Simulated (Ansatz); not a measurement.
**C: nudged elastic band (part 3 of 3)**

The same run, continued: C (defect cell, 33 atoms in the cell); DFT PBE+D3(BJ), scalar-relativistic, plane waves, PAW, no spin polarisation (Ansatz 0.2.0); cutoff 420 eV, 2×2×2 k-mesh, Gaussian smearing of 0.02 eV. The structure derives from a Materials Project entry. It belongs to a series of runs on one base structure; here: climbing-image band for the jump of C by 1.36 A.

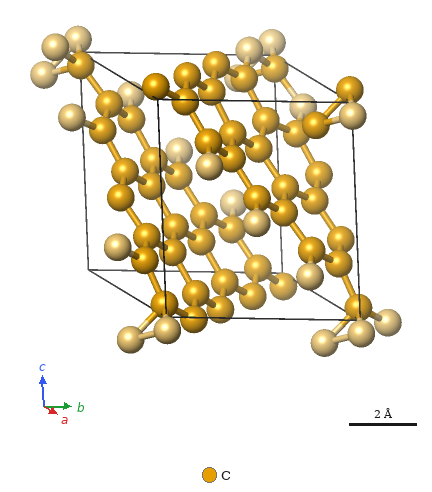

Fig. 1: The structure as given in the input (ball-and-stick view of the cell of the calculation, seen slightly off an axis; neighbours outside the cell are drawn fainter).

### The last band as extended XYZ (Å, eV, eV/Å)
```
33
Lattice="5.6710 0.0000 -3.4027 -2.8677 -4.9298 -3.3595 -2.8677 4.9298 -3.3595" Properties=species:S:1:pos:R:3:forces:R:3 image=0 energy=-8278.36151
C     0.6914    2.4585   -3.4000   -0.0018   0.0017  -0.0012
C    -0.0582   -1.2256   -6.5957    0.0023   0.0002   0.0000
C     2.0873    0.0094   -6.6412   -0.0069  -0.0008   0.0010
C     0.6946   -0.0015   -3.3766   -0.0006   0.0023   0.0007
C    -1.4413    1.2252   -3.3831    0.0038   0.0022  -0.0001
C     2.8157    1.2505   -3.4375    0.0018  -0.0008  -0.0003
C     2.0663   -2.4428   -6.8014   -0.0016  -0.0064  -0.0007
C     0.6917   -2.4577   -3.3548    0.0003   0.0025  -0.0012
C    -1.4473   -1.2284   -3.3696    0.0033   0.0016   0.0001
C     2.8235   -1.2334   -3.3582    0.0004   0.0032  -0.0004
C     4.9297    0.0340   -3.3052   -0.0070  -0.0084   0.0008
C    -2.1795    0.0029   -6.6713   -0.0017  -0.0008   0.0001
C    -1.4220   -3.6590   -3.5252   -0.0018  -0.0038   0.0053
C    -0.0550    1.2419   -6.5232   -0.0014  -0.0014  -0.0029
C     2.0843    2.4697   -6.7202    0.0018   0.0053  -0.0011
C    -1.4100    3.6427   -3.5760    0.0009  -0.0031   0.0026
C    -0.7606   -2.4520   -6.7120    0.0010   0.0005  -0.0004
C     1.3698   -1.2190   -6.6615   -0.0042   0.0051   0.0019
C    -2.1615    0.0001   -3.3220    0.0051  -0.0009  -0.0007
C     2.1095    0.0029   -3.3969   -0.0014  -0.0009   0.0003
C    -0.0210    1.2295   -3.4022   -0.0013  -0.0015   0.0015
C     1.3451   -3.6461   -6.8479    0.0021   0.0052   0.0044
C    -2.1571   -2.4590   -3.4293    0.0016  -0.0008  -0.0013
C    -0.7561    2.4669   -6.6412    0.0006  -0.0041   0.0000
C    -0.0228   -1.2298   -3.3755   -0.0009  -0.0005   0.0010
C     1.3653    3.6806   -6.7334    0.0007  -0.0002  -0.0010
C    -4.9595   -0.0222   -6.7953    0.0079   0.0097  -0.0105
C    -0.7783    0.0075   -6.5016    0.0053   0.0007  -0.0034
C    -2.8811    1.2462   -6.7667   -0.0015  -0.0015  -0.0009
C     1.3750    1.2421   -6.6032   -0.0032  -0.0067  -0.0018
C    -2.1435    2.4552   -3.4427    0.0037   0.0012   0.0014
C    -2.8786   -1.2460   -6.8180   -0.0025  -0.0022   0.0017
C     0.1378    0.0928   -8.8343   -0.0048   0.0034   0.0052
33
Lattice="5.6710 0.0000 -3.4027 -2.8677 -4.9298 -3.3595 -2.8677 4.9298 -3.3595" Properties=species:S:1:pos:R:3:forces:R:3 image=1 energy=-8278.20853
C     0.6894    2.4526   -3.3823    0.0111  -0.0054  -0.0182
C    -0.0581   -1.2297   -6.6399   -0.0208   0.0462   0.0114
C     2.0878    0.0090   -6.6505   -0.0172   0.0424   0.0132
C     0.6929   -0.0092   -3.3660    0.0162   0.0047  -0.0020
C    -1.4420    1.2225   -3.3662    0.0140   0.0004  -0.0027
C     2.8173    1.2420   -3.4418   -0.0133   0.0472  -0.0752
C     2.0600   -2.4371   -6.8610   -0.0409   0.0424  -0.0386
C     0.6891   -2.4656   -3.3372    0.0173   0.0098  -0.0021
C    -1.4522   -1.2334   -3.3904    0.0035   0.0122   0.0273
C     2.8285   -1.2341   -3.3373    0.0151   0.0074   0.0383
C     4.9445    0.0405   -3.3834    0.0353   0.1233   0.4096
C    -2.1817   -0.0006   -6.6757    0.0124   0.0157   0.0628
C    -1.4354   -3.6669   -3.5043    0.0405   0.0333  -0.0854
C    -0.0534    1.2429   -6.5065    0.0232   0.0055   0.0897
C     2.0859    2.4705   -6.6927   -0.0018   0.0345   0.0804
C    -1.4123    3.6366   -3.5396    0.0654  -0.0756  -0.1298
C    -0.7599   -2.4575   -6.7217   -0.0012   0.0178  -0.0253
C     1.3693   -1.2239   -6.7013   -0.0272   0.0577  -0.0485
C    -2.1671   -0.0020   -3.3297   -0.0035  -0.0032   0.0140
C     2.1088   -0.0031   -3.3881    0.0140   0.0240  -0.0117
C    -0.0232    1.2253   -3.3845    0.0108  -0.0052  -0.0117
C     1.3486   -3.6580   -6.8907   -0.0248   0.0971  -0.0904
C    -2.1685   -2.4556   -3.4656    0.0139  -0.0062   0.0209
C    -0.7548    2.4641   -6.6147    0.0199   0.0205   0.0153
C    -0.0257   -1.2368   -3.3724    0.0085   0.0105   0.0050
C     1.3750    3.6958   -6.7111    0.0333   0.0189   0.1814
C    -4.9748   -0.0380   -6.7924    0.1126  -0.0115  -0.0381
C    -0.7750    0.0047   -6.5446   -0.0202   0.0353   0.1211
C    -2.8866    1.2389   -6.7372    0.0022   0.0434   0.0094
C     1.3764    1.2457   -6.5758   -0.0204   0.0322   0.0499
C    -2.1463    2.4511   -3.4161    0.0296  -0.0126  -0.0297
C    -2.8846   -1.2520   -6.7941    0.0408  -0.0201  -0.0544
C     0.2536    0.3243   -8.8282   -0.3483  -0.6427  -0.4861
33
Lattice="5.6710 0.0000 -3.4027 -2.8677 -4.9298 -3.3595 -2.8677 4.9298 -3.3595" Properties=species:S:1:pos:R:3:forces:R:3 image=2 energy=-8277.76305
C     0.6864    2.4577   -3.3774   -0.0066  -0.0146  -0.0069
C    -0.0516   -1.2380   -6.6437   -0.0581   0.0822  -0.0103
C     2.0951    0.0015   -6.6548   -0.0453   0.0891  -0.0113
C     0.6902   -0.0081   -3.3664    0.0003  -0.0019   0.0108
C    -1.4430    1.2283   -3.3666    0.0111  -0.0032  -0.0073
C     2.8214    1.2332   -3.4202   -0.0332   0.0382  -0.0238
C     2.0730   -2.4414   -6.8497   -0.0570   0.1033  -0.1010
C     0.6864   -2.4682   -3.3372   -0.0145  -0.0243  -0.0106
C    -1.4507   -1.2333   -3.3989   -0.0198   0.0517  -0.0236
C     2.8234   -1.2347   -3.3480    0.0147   0.0062  -0.0104
C     4.9368    0.0086   -3.5082   -0.0959   0.1225   0.2192
C    -2.1811   -0.0005   -6.6943    0.0191   0.0484   0.1240
C    -1.4478   -3.6776   -3.4758   -0.0714   0.1392   0.2187
C    -0.0533    1.2441   -6.5336   -0.0009   0.0133   0.4076
C     2.0874    2.4640   -6.7162   -0.0495   0.0105   0.1243
C    -1.4284    3.6607   -3.4964    0.0922  -0.1749  -0.0751
C    -0.7570   -2.4611   -6.7152   -0.0132   0.0337  -0.0122
C     1.3801   -1.2391   -6.6882   -0.0605   0.0916  -0.1052
C    -2.1645    0.0004   -3.3343   -0.0247   0.0291  -0.0120
C     2.1092   -0.0032   -3.3854    0.0101   0.0124  -0.0080
C    -0.0247    1.2305   -3.3821    0.0093  -0.0173   0.0033
C     1.3629   -3.6841   -6.8637   -0.0240   0.0974  -0.0398
C    -2.1669   -2.4479   -3.4722   -0.0602   0.0749  -0.0381
C    -0.7582    2.4646   -6.6198    0.0448  -0.0658   0.0236
C    -0.0238   -1.2344   -3.3747   -0.0069  -0.0019  -0.0083
C     1.3706    3.6935   -6.7626   -0.0210   0.0049   0.1458
C    -5.0142   -0.0249   -6.7901    0.0397  -0.0565   0.7540
C    -0.7694   -0.0001   -6.5799   -0.0458   0.0806   0.2144
C    -2.8873    1.2349   -6.7412   -0.0009   0.0311   0.1477
C     1.3820    1.2421   -6.5912   -0.0448   0.0853   0.2154
C    -2.1507    2.4576   -3.4084    0.0436  -0.0156  -0.0408
C    -2.8927   -1.2450   -6.7786   -0.0004  -0.0428  -0.0387
C     0.3580    0.5094   -8.6880    0.4696  -0.8265  -2.0256
33
Lattice="5.6710 0.0000 -3.4027 -2.8677 -4.9298 -3.3595 -2.8677 4.9298 -3.3595" Properties=species:S:1:pos:R:3:forces:R:3 image=3 energy=-8277.21529
C     0.6886    2.4629   -3.3771    0.0000   0.0008   0.0003
C    -0.0424   -1.2441   -6.6429   -0.0029   0.0002  -0.0007
C     2.1024   -0.0057   -6.6541   -0.0028  -0.0003   0.0008
C     0.6922   -0.0039   -3.3683    0.0023   0.0019   0.0000
C    -1.4421    1.2328   -3.3664    0.0001  -0.0003  -0.0001
C     2.8275    1.2317   -3.4178   -0.0004   0.0011  -0.0002
C     2.0825   -2.4499   -6.8377   -0.0009   0.0013   0.0000
C     0.6903   -2.4623   -3.3365   -0.0005  -0.0004  -0.0004
C    -1.4458   -1.2354   -3.3966    0.0021   0.0027   0.0007
C     2.8228   -1.2311   -3.3473   -0.0019   0.0000   0.0005
C     4.9495   -0.0026   -3.5354   -0.0016   0.0013   0.0019
C    -2.1810   -0.0019   -6.7103    0.0012   0.0014   0.0005
C    -1.4384   -3.6906   -3.5034   -0.0025   0.0008   0.0007
C    -0.0507    1.2470   -6.5848   -0.0009   0.0026   0.0044
C     2.0950    2.4669   -6.7321   -0.0005   0.0018  -0.0004
C    -1.4381    3.6849   -3.4873    0.0013  -0.0002   0.0010
C    -0.7534   -2.4620   -6.7143   -0.0021  -0.0027  -0.0007
C     1.3893   -1.2475   -6.6758    0.0009  -0.0013   0.0000
C    -2.1590    0.0007   -3.3335    0.0004  -0.0011   0.0002
C     2.1106   -0.0004   -3.3849   -0.0001   0.0003   0.0001
C    -0.0237    1.2363   -3.3830   -0.0023  -0.0019   0.0000
C     1.3694   -3.6917   -6.8594    0.0028   0.0003  -0.0008
C    -2.1568   -2.4533   -3.4680    0.0029  -0.0002   0.0007
C    -0.7611    2.4774   -6.6236   -0.0013   0.0002  -0.0010
C    -0.0200   -1.2305   -3.3742    0.0000  -0.0008  -0.0003
C     1.3767    3.6954   -6.7814    0.0005  -0.0018   0.0004
C    -5.0163   -0.0146   -6.8855    0.0009  -0.0025  -0.0044
C    -0.7609   -0.0068   -6.6074    0.0025  -0.0008  -0.0007
C    -2.8859    1.2344   -6.7600   -0.0012  -0.0014  -0.0005
C     1.3900    1.2350   -6.6186    0.0016  -0.0013  -0.0019
C    -2.1543    2.4636   -3.4040    0.0019   0.0000  -0.0005
C    -2.8895   -1.2351   -6.7743    0.0005   0.0004   0.0004
C     0.3020    0.6162   -8.4365    0.0000   0.0000   0.0000
33
Lattice="5.6710 0.0000 -3.4027 -2.8677 -4.9298 -3.3595 -2.8677 4.9298 -3.3595" Properties=species:S:1:pos:R:3:forces:R:3 image=4 energy=-8277.76306
C     0.6924    2.4669   -3.3767    0.0069   0.0019   0.0083
C    -0.0323   -1.2495   -6.6386    0.0602  -0.0749   0.0381
C     2.1088   -0.0133   -6.6498    0.0240  -0.0974   0.0398
C     0.6932    0.0020   -3.3693   -0.0093   0.0173  -0.0033
C    -1.4407    1.2356   -3.3659   -0.0101  -0.0124   0.0080
C     2.8330    1.2320   -3.4170    0.0247  -0.0291   0.0120
C     2.0917   -2.4583   -6.8254    0.0605  -0.0916   0.1052
C     0.6935   -2.4524   -3.3322    0.0004   0.0428   0.0387
C    -1.4422   -1.2363   -3.3956    0.0132  -0.0337   0.0122
C     2.8193   -1.2251   -3.3430   -0.0436   0.0156   0.0408
C     4.9575   -0.0097   -3.5628    0.0448  -0.0853  -0.2154
C    -2.1796   -0.0024   -6.7292    0.0009  -0.0311  -0.1477
C    -1.4298   -3.6973   -3.5310    0.0458  -0.0806  -0.2144
C    -0.0528    1.2574   -6.6802   -0.0397   0.0565  -0.7540
C     2.1012    2.4688   -6.7509    0.0210  -0.0049  -0.1458
C    -1.4410    3.6977   -3.4910   -0.0448   0.0658  -0.0236
C    -0.7485   -2.4640   -6.7120    0.0198  -0.0517   0.0236
C     1.3987   -1.2560   -6.6638    0.0570  -0.1033   0.1010
C    -2.1529   -0.0007   -3.3311    0.0332  -0.0382   0.0238
C     2.1115    0.0042   -3.3848   -0.0111   0.0032   0.0073
C    -0.0217    1.2405   -3.3850   -0.0003   0.0019  -0.0108
C     1.3767   -3.6989   -6.8587    0.0453  -0.0891   0.0113
C    -2.1477   -2.4594   -3.4672    0.0581  -0.0822   0.0103
C    -0.7708    2.5016   -6.6144   -0.0922   0.1749   0.0751
C    -0.0179   -1.2252   -3.3740    0.0066   0.0146   0.0069
C     1.3843    3.6983   -6.7973    0.0495  -0.0105  -0.1243
C    -5.0137   -0.0117   -6.9368    0.0009  -0.0133  -0.4076
C    -0.7514   -0.0198   -6.6351    0.0714  -0.1392  -0.2188
C    -2.8859    1.2330   -6.7760   -0.0191  -0.0484  -0.1240
C     1.4027    1.2239   -6.6458    0.0959  -0.1225  -0.2192
C    -2.1549    2.4672   -3.4033   -0.0147  -0.0062   0.0104
C    -2.8856   -1.2292   -6.7736    0.0145   0.0243   0.0106
C     0.2460    0.7231   -8.1850   -0.4696   0.8265   2.0256
33
Lattice="5.6710 0.0000 -3.4027 -2.8677 -4.9298 -3.3595 -2.8677 4.9298 -3.3595" Properties=species:S:1:pos:R:3:forces:R:3 image=5 energy=-8278.20853
C     0.6942    2.4693   -3.3790   -0.0085  -0.0105  -0.0050
C    -0.0307   -1.2418   -6.6452   -0.0139   0.0062  -0.0209
C     2.1231   -0.0394   -6.6229    0.0248  -0.0971   0.0904
C     0.6918    0.0072   -3.3668   -0.0108   0.0052   0.0117
C    -1.4403    1.2356   -3.3633   -0.0140  -0.0240   0.0117
C     2.8357    1.2344   -3.4217    0.0035   0.0032  -0.0140
C     2.1024   -2.4734   -6.8122    0.0272  -0.0577   0.0485
C     0.6854   -2.4454   -3.3168   -0.0408   0.0201   0.0544
C    -1.4393   -1.2399   -3.3891    0.0012  -0.0178   0.0253
C     2.8148   -1.2186   -3.3353   -0.0296   0.0126   0.0297
C     4.9630   -0.0132   -3.5782    0.0204  -0.0322  -0.0499
C    -2.1803   -0.0065   -6.7332   -0.0022  -0.0434  -0.0094
C    -1.4242   -3.7021   -3.5663    0.0202  -0.0353  -0.1211
C    -0.0921    1.2705   -6.6779   -0.1126   0.0115   0.0381
C     2.0968    2.4665   -6.8024   -0.0333  -0.0189  -0.1814
C    -1.4444    3.6982   -3.4961   -0.0199  -0.0205  -0.0153
C    -0.7470   -2.4640   -6.7204   -0.0035  -0.0122  -0.0273
C     1.4118   -1.2602   -6.6525    0.0409  -0.0424   0.0386
C    -2.1488   -0.0095   -3.3096    0.0133  -0.0472   0.0752
C     2.1105    0.0100   -3.3852   -0.0140  -0.0004   0.0027
C    -0.0244    1.2416   -3.3853   -0.0162  -0.0047   0.0020
C     1.3840   -3.7064   -6.8630    0.0172  -0.0424  -0.0132
C    -2.1412   -2.4677   -3.4709    0.0208  -0.0462  -0.0114
C    -0.7869    2.5257   -6.5713   -0.0654   0.0756   0.1298
C    -0.0209   -1.2201   -3.3691   -0.0111   0.0054   0.0182
C     1.3858    3.6918   -6.8208    0.0019  -0.0345  -0.0804
C    -5.0136   -0.0104   -6.9638   -0.0232  -0.0055  -0.0897
C    -0.7638   -0.0304   -6.6065   -0.0405  -0.0333   0.0854
C    -2.8852    1.2330   -6.7946   -0.0124  -0.0157  -0.0628
C     1.3950    1.1920   -6.7706   -0.0353  -0.1233  -0.4096
C    -2.1599    2.4666   -3.4141   -0.0151  -0.0074  -0.0383
C    -2.8883   -1.2318   -6.7737   -0.0173  -0.0098   0.0021
C     0.3504    0.9081   -8.0448    0.3483   0.6427   0.4861
33
Lattice="5.6710 0.0000 -3.4027 -2.8677 -4.9298 -3.3595 -2.8677 4.9298 -3.3595" Properties=species:S:1:pos:R:3:forces:R:3 image=6 energy=-8278.36151
C     0.6913    2.4622   -3.3759    0.0009   0.0005  -0.0010
C    -0.0421   -1.2384   -6.6815   -0.0016   0.0008   0.0013
C     2.1266   -0.0513   -6.6656   -0.0021  -0.0052  -0.0044
C     0.6895    0.0030   -3.3492    0.0013   0.0015  -0.0015
C    -1.4409    1.2295   -3.3545    0.0014   0.0009  -0.0003
C     2.8300    1.2323   -3.4293   -0.0051   0.0009   0.0007
C     2.1020   -2.4784   -6.8520    0.0042  -0.0051  -0.0019
C     0.6794   -2.4514   -3.2928    0.0025   0.0022  -0.0017
C    -1.4386   -1.2454   -3.3989   -0.0010  -0.0005   0.0004
C     2.8120   -1.2227   -3.3086   -0.0037  -0.0012  -0.0014
C     4.9645   -0.0097   -3.5508    0.0032   0.0067   0.0018
C    -2.1858   -0.0138   -6.7036    0.0015   0.0015   0.0009
C    -1.4210   -3.7049   -3.6093   -0.0053  -0.0007   0.0034
C    -0.1075    1.2547   -6.6750   -0.0078  -0.0097   0.0105
C     2.1064    2.4817   -6.7801   -0.0007   0.0002   0.0010
C    -1.4431    3.6954   -3.4696   -0.0006   0.0041   0.0000
C    -0.7519   -2.4689   -6.7412   -0.0033  -0.0016  -0.0001
C     1.4055   -1.2545   -6.7121    0.0015   0.0064   0.0007
C    -2.1472   -0.0180   -3.3139   -0.0018   0.0008   0.0003
C     2.1098    0.0072   -3.3682   -0.0038  -0.0022   0.0001
C    -0.0261    1.2340   -3.3747    0.0006  -0.0023  -0.0007
C     1.3844   -3.7068   -6.8723    0.0069   0.0008  -0.0010
C    -2.1410   -2.4718   -3.5152   -0.0023  -0.0002   0.0000
C    -0.7892    2.5196   -6.5348   -0.0009   0.0031  -0.0026
C    -0.0229   -1.2261   -3.3514    0.0018  -0.0017   0.0012
C     1.3875    3.6926   -6.7933   -0.0018  -0.0053   0.0011
C    -5.0120   -0.0094   -6.9472    0.0014   0.0014   0.0029
C    -0.7772   -0.0384   -6.5857    0.0018   0.0038  -0.0053
C    -2.8874    1.2296   -6.7991    0.0017   0.0008  -0.0001
C     1.4098    1.1984   -6.8488    0.0070   0.0084  -0.0008
C    -2.1549    2.4658   -3.3932   -0.0004  -0.0032   0.0004
C    -2.8909   -1.2397   -6.7560   -0.0003  -0.0025   0.0012
C     0.4662    1.1397   -8.0387    0.0048  -0.0033  -0.0052
```

### Key numbers

- outcome: converged
- barrier, forward: 1.146 eV
- barrier, backward: 1.146 eV
- electrons treated: 132
- hardware: 4 threads of Arm Neoverse V1, 24 GiB of memory available, shared host
- wall time: 3.4 min (CPU time 9 min)
- peak memory: 1.3 GiB

### Notes

The order of the saddle point was not checked.
